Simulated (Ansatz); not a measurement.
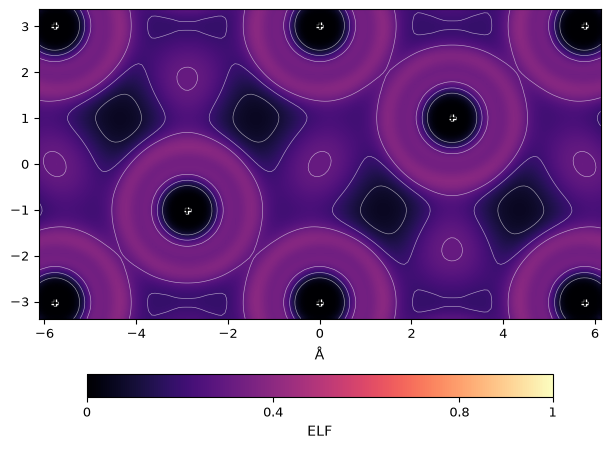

The ELF on a plane through atoms (crosses mark nuclei in the plane).

Computed with DFT, r2SCAN, plane waves (500 eV) with PAW, scalar-relativistic (Ansatz 0.2.0).

Candidates:
A. Pb, a = 3.79 Å, b = 3.79 Å, c = 3.79 Å, α = 90.00°, β = 90.00°, γ = 90.00°. Space group Im-3m; set up as Pb, bcc; a generated structure, not necessarily the stable one; changed on purpose from its base cell (volume × 0.88); computed pressure about 8 GPa in this cell.
B. Sn, a = 3.49 Å, b = 3.49 Å, c = 11.55 Å, α = 90.00°, β = 90.00°, γ = 120.00°. Space group P6₃/mmc; set up as Sn, dhcp; a generated structure, not necessarily the stable one; changed on purpose from its base cell (volume × 1.12); computed pressure about −4 GPa in this cell.
C. B, a = 1.73 Å, b = 1.73 Å, c = 15.74 Å, α = 90.00°, β = 90.00°, γ = 120.00°. Space group P6₃/mmc; set up as B, dhcp; a generated structure, not necessarily the stable one; changed on purpose from its base cell (volume × 1.04); computed pressure about −8 GPa in this cell.

Which candidate gave the map?

Answer. Candidate B: Sn on the (110) plane of the conventional cell, which holds Sn.
